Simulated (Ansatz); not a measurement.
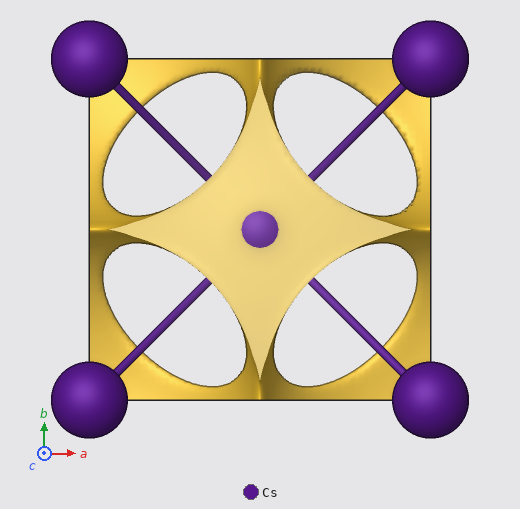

The yellow surface encloses the points that the centre of a probe sphere of radius 0.35 Å can occupy in Cs (Im-3m), computed on a grid of about 0.13 Å (1×1×1 cells shown, view along the c axis; pale faces close the region where the box cuts it).

The atoms' radii are metallic radii: Cs 2.65 Å.

The cell is taken from a calculation's input that goes back to an entry of the Crystallography Open Database (an earlier step may have relaxed or displaced it).

```yaml
crystal:
  lattice:
    - [6.04500, 0.00000, 0.00000]
    - [0.00000, 6.04500, 0.00000]
    - [0.00000, 0.00000, 6.04500]
  atoms:
    - { symbol: Cs, position: [0.00000, 0.00000, 0.00000] }
    - { symbol: Cs, position: [0.50000, 0.50000, 0.50000] }
```

> Is the space open to the probe made of pockets or channels?

Where they connect, they form a three-dimensional network.

> What share of the cell can the probe's centre reach?

About 7.1 % of the volume (16 Å³ of 220.9 Å³).

> Give the largest included and the largest free sphere.

The largest sphere that fits anywhere has a diameter of 1.46 Å; the largest that can travel through the crystal, about 1.1 Å.

> How does the connectivity change as the probe shrinks?

Below a radius of about 0.56 Å the space forms a three-dimensional network. These are grid estimates, good to about 0.05 Å.
